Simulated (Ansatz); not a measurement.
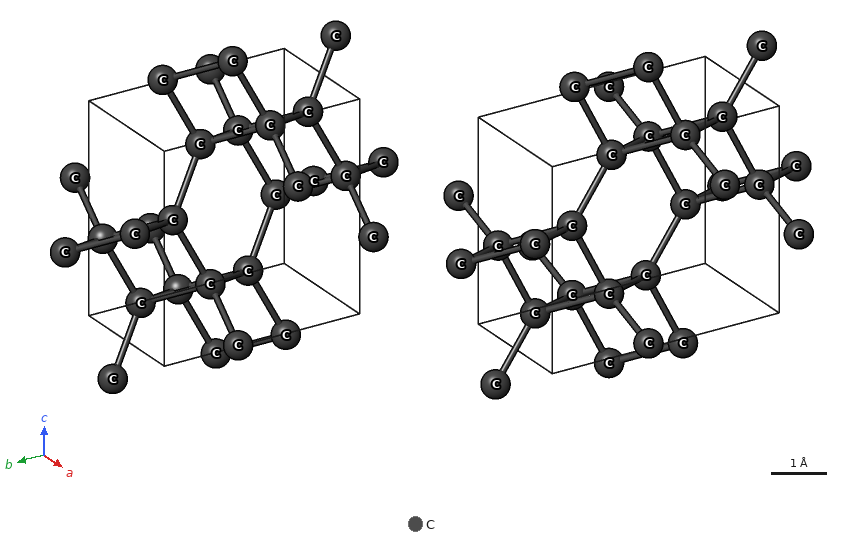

Two geometries of a crystal of C (a generated structure, set up in Imma) (coarse preliminary run), drawn at one scale. One is the start of a relaxation, the other its converged end. The picture is a ball-and-stick view of the conventional cell (2 times the calculation's cell), seen from a free direction. Lengths and directions refer to the drawn axes.

All numbers below come from DFT PBE, scalar-relativistic, plane waves, PAW (Ansatz 0.2.0). Settings: plane-wave cutoff 420 eV; k-point mesh 8 × 8 × 8; occupations gaussian; smearing width 0.1 eV; no spin polarisation; cell and atoms relaxed; force threshold 0.04 eV/Å; at most 70 steps.

Question: Which geometry has the lower energy?

Answer: The right one is the relaxed one. Over 7 accepted moves (10 points after the start) the energy falls by 196 meV per atom. The largest force component goes from 2.1 to 0.00067 eV/Å. The pressure goes from 27.34 to −0.01 GPa. The SCF was repeated 3 times at an unchanged geometry on a basis and grid sized afresh for the cell, which shifted the energy by 11.5 meV per atom at most. The largest moves relative to the cell, 0.098 Å, are those of C atoms. The drawn cell changes as follows: a 2.597 → 2.547 Å (−1.9 %), b 4.252 → 4.939 Å (+16.2 %), c 4.366 → 4.204 Å (−3.7 %); the volume changes by +9.7 %. Some distances before and after: C–C 1.522 → 1.609 Å, C–C 1.520 → 1.546 Å, C–C 1.518 → 1.498 Å. Bond angles that change, for instance: C–C–C 113.5° → 125.1°, C–C–C 117.4° → 111.0°. The space group stays Imma (No. 74).
